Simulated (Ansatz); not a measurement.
## A series of single points on Hf

System: Hf (P6₃/mmc, 2 atoms in the cell).
Method: Kohn-Sham DFT of a periodic cell, B3LYP5, Ansatz PAW, no spin polarisation (Ansatz 0.2.0).

The 5 runs differ only in the geometry, by an even scaling of the cell at fixed fractional positions. The structure derives from an entry of the Crystallography Open Database.

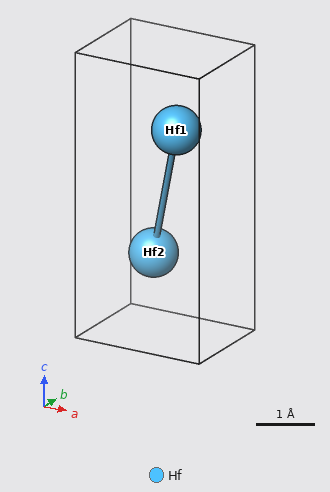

Figure 1. The structure of run 3 (ball-and-stick view of the cell of the calculation, seen slightly off an axis; atoms are numbered from 1 in the order of the input).

**Input of run 3**
```yaml
crystal:
  lattice:
    - [3.1752449911, 0.0, 0.0]
    - [-1.5876224956, 2.7498428256, 0.0]
    - [0.0, 0.0, 5.0238540107]
  atoms:
    - { symbol: Hf, position: [0.6666666667, 0.3333333333, 0.75] }
    - { symbol: Hf, position: [0.3333333333, 0.6666666667, 0.25] }
hamiltonian:
  xc: b3lyp5
  pseudopotentials: { kind: paw }
kpoints:
  mp_grid: { grid: [5, 5, 3] }
scf:
  occupations: { method: fermi_dirac, width: 0.05 }
output:
  forces: true
  stress: true
  eigenvalues: true
```

Command:
```bash
ansatz run input.yaml --threads 2 --pin off --max-ram 5632MiB --backend cpu --events-out ev --progress --plain --runs-dir out
```

Lattice vectors (Å) and fractional positions of run 3:
```
   3.175245    0.000000    0.000000
  -1.587622    2.749843    0.000000
   0.000000    0.000000    5.023854
Hf  0.666667  0.333333  0.750000
Hf  0.333333  0.666667  0.250000
```

Run 2 differs from it as follows:
```diff
-    - [3.1752449911, 0.0, 0.0]
-    - [-1.5876224956, 2.7498428256, 0.0]
-    - [0.0, 0.0, 5.0238540107]
+    - [3.1534960552, 0.0, 0.0]
+    - [-1.5767480276, 2.7310076946, 0.0]
+    - [0.0, 0.0, 4.9894429718]
```

**Results, with one run withheld**

| run | volume per atom (Å³) | free energy per atom, from the lowest run given (meV) | pressure (GPa) |
| --- | --- | --- | --- |
| 1 | 21.037 | 55.98 | 10.66 |
| 2 | 21.485 | ? | ? |
| 3 | 21.933 | 12.92 | 4.92 |
| 4 | 22.380 | 0.00 | 2.68 |
| 5 | 23.276 | 1.68 | −1.56 |

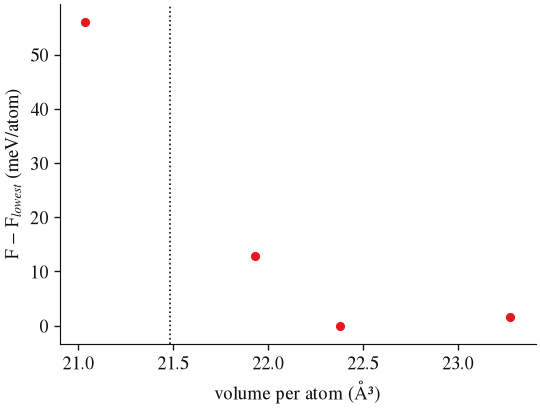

Figure 2. Free energy per atom of the runs given; the dotted line marks run 2.

What should run 2 give?

A quadratic polynomial in V^(−2/3) (the Birch–Murnaghan form), fitted to the 4 runs given, misses them by at most 1.38 meV per atom. With x = V^(−2/3) − 0.12686 Å⁻², it reads F = 6.1397 + 6203.6 x + 1.2092e+06 x² (meV per atom). At run 2 it gives 29.61 meV per atom, and the run itself gives 30.43. The slope of the fit gives a pressure −dF/dV of 7.93 GPa there, and the run prints 7.65 GPa. The two needn't agree exactly: the fit is approximate, and the printed stress is taken on a finite basis. The fit has its minimum at 22.820 Å³ per atom, where V d²F/dV² gives 117 GPa. Cell shape and fractional positions are held, so this is the stiffness under even scaling; the relaxed bulk modulus wasn't computed. So low a polynomial doesn't follow these energies more closely.

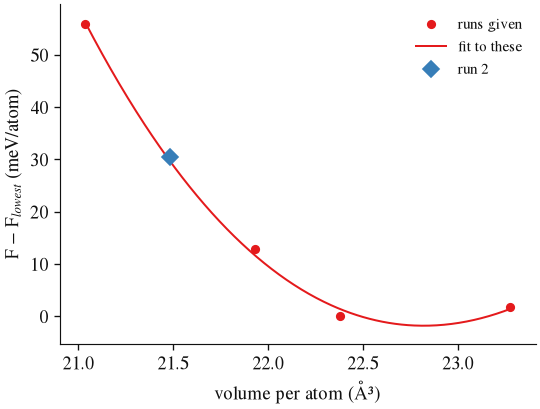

Figure 3. The fit and the withheld run.

**Output, shortened to warnings, some set-up lines, iterations and results (run 2)**
```
Warning: output.stress: scf.convergence.dr2_threshold = 1e-7 eV (the SCF's general default) is looser than the 2e-10 eV advised for a printed stress (1e-10 eV for each atom of the cell: 2). What an SCF threshold leaves in a stress goes as its square root, and in the free energy as the threshold itself, and one threshold admits the most on a small cell: of the crystals measured, under no hybrid …
Warning: output.stress: scf.exx.energy_threshold = 1e-6 eV is looser than the 2e-8 eV advised for a stress under a hybrid functional (1e-8 eV for each atom of the cell: 2). Every SCF of the exchange loop can meet its threshold on dr2 while the loop round them stops early: no threshold on dr2 bounds what that leaves in the stress. Set scf.exx.energy_threshold to 2e-8 eV or tighter. The threshold …
Basis set: ecut = 420 eV, 845 PW (Γ), exchange–correlation on 48×48×72 points (8 copies of the dense FFT grid, shifted against one another)
Symmetry: 24 space group operations
k-points: 10 of 75
Initial density: superposition of atomic densities (neutral atoms: chi_scale 0, normalization atom), corrected by the library's trained network
[...]
SCF iter   1: F=—  HF=-31453.853388 eV  |F-HF|=—  |Δ(HF+E_count)|=         —  Δρ=5.48e-3  dr2=9.03e-3  ethr=1.77e-3  ⟨swp⟩=5.8  Hψ=1141  notcnv=0
SCF iter   2: F=—  HF=-31453.854055 eV  |F-HF|=—  |Δ(HF+E_count)|=   6.67e-4  Δρ=2.73e-3  dr2=1.62e-3  ethr=1.74e-5  ⟨swp⟩=3.2  Hψ=755  notcnv=0
SCF iter   3: F=—  HF=-31453.854979 eV  |F-HF|=—  |Δ(HF+E_count)|=   9.25e-4  Δρ=5.56e-4  dr2=8.38e-5  ethr=1.72e-7  ⟨swp⟩=2.9  Hψ=1424  notcnv=0
SCF iter   4: F=—  HF=-31453.854837 eV  |F-HF|=—  |Δ(HF+E_count)|=   1.42e-4  Δρ=2.83e-4  dr2=1.37e-5  ethr=1.61e-7  ⟨swp⟩=4.0  Hψ=1007  notcnv=0
SCF iter   5: F=—  HF=-31453.854858 eV  |F-HF|=—  |Δ(HF+E_count)|=   2.08e-5  Δρ=3.33e-5  dr2=5.02e-7  ethr=2.63e-8  ⟨swp⟩=3.9  Hψ=689  notcnv=0
[... 29 lines ...]
SCF iter   8: F=-31450.666206 eV  HF=-31450.666206 eV  |F-HF|=1.03e-9  |Δ(HF+E_count)|=   7.30e-8  Δρ=2.79e-6  dr2=5.18e-9  ethr=1.06e-12  ⟨swp⟩=4.9  Hψ=989  notcnv=0
SCF 5 converged in 8 iterations: F = -31450.666206 eV  dr2 = 5.18e-9
SCF iter   1: F=—  HF=-31450.666206 eV  |F-HF|=—  |Δ(HF+E_count)|=         —  Δρ=3.72e-6  dr2=5.49e-9  ethr=5.79e-10  ⟨swp⟩=4.6  Hψ=699  notcnv=0
SCF iter   2: F=-31450.666206 eV  HF=-31450.666206 eV  |F-HF|=1.28e-9  |Δ(HF+E_count)|=  1.06e-10  Δρ=2.86e-6  dr2=3.49e-9  ethr=1.02e-11  ⟨swp⟩=3.2  Hψ=611  notcnv=0
SCF 6 converged in 2 iterations: F = -31450.666206 eV  dr2 = 3.49e-9
  Residual-converged pass: ⟨swp⟩=3.4  Hψ=661  notcnv=0  max |occ|·‖R‖ = 2.3e-6 eV (tolerance 2.4e-6 eV)  dr2=3.50e-9  dr2_onsite=4.28e-11  max |Δocc| = 8.6e-13
hybrid outer 5: dexx = +9.990e-10 eV, tail = 7.10e-9 eV, Δε = 3.69e-5 eV (about 5.83e-5 eV left of the loop's levels), ΔF = 1.30e-16 eV/Å (tail 7.47e-4)
hybrid SCF converged: 5 outer / 25 inner (+8 warm-up), last move |dexx| = 9.99e-10 eV, tail = 7.10e-9 eV
Stability not checked: this state was not tested for a lower state beside it, because the functional holds exact exchange (a hybrid, or Hartree-Fock), whose exchange loop this test does not read (fock_operator; see scf.lower_state_search)
Free energy (F): -31450.666206 eV
Frozen-core exchange: fock
Harris-Foulkes:  -31450.666206 eV  (|F-HF|=1.28e-9)
Internal energy: -31450.654605 eV  (E = F + TS)
E sigma→0 (E₀):  -31450.660405 eV
Entropy (-TS):   -0.011601 eV (-5.801 meV/atom)
Fermi energy:    21.164698 eV
--- Per-component energies (eV) ---
  E_band       = 9.802644
  E_kinetic    = 846.518905
  E_local      = -9917.137126  (includes V_loc(G=0)·N_el)
  E_nonlocal   = -2511.197756
  E_hartree    = 4684.797347
  E_xc         = -485.020839
  E_vxc        = -427.108073  (∫ρ·V_xc dr)
  E_exx        = -200.457428  (= α·E_x^exact, valence–valence)
  E_paw        = -13759.061911  (= ΣΔE_a)
  E_vpaw       = 3050.045780  (= ΣTr[D̂ρ^β])
  E_aug_tail   = -0.000003  (compensation charges beyond the density's cutoff)
  E_ewald      = -10111.377213
  E_core_change = 2.281420  (= ΣΔE_core)
  E_smearing   = -0.011601  (= −TS)
  E_closure    = -0.000001  (closes the sum)
  Σ components = -31450.666206   (vs F -31450.666206, Δ=0.00e0)
--- Forces (eV/Å), atoms counted from 1 ---
  atom   1  Hf    -0.00000000    -0.00000000     0.00000000
  atom   2  Hf    -0.00000000     0.00000000     0.00000000
  max |Σ_I F_I| component: 1.11e-16 eV/Å
--- Stress (GPa, compression-positive) ---
        9.509035       0.000000       0.000000
        0.000000       9.509035      -0.000000
        0.000000      -0.000000       3.946218
  P = ⅓ Tr σ = 7.6548 GPa (76.548 kbar)
```

Warnings of the run: the exchange loop's threshold is looser than advised for the stress; the SCF threshold is looser than advised for the printed stress. Points of doubt noted for this run: forces on files of another functional. Spin–orbit coupling is left out, which matters for Hf.
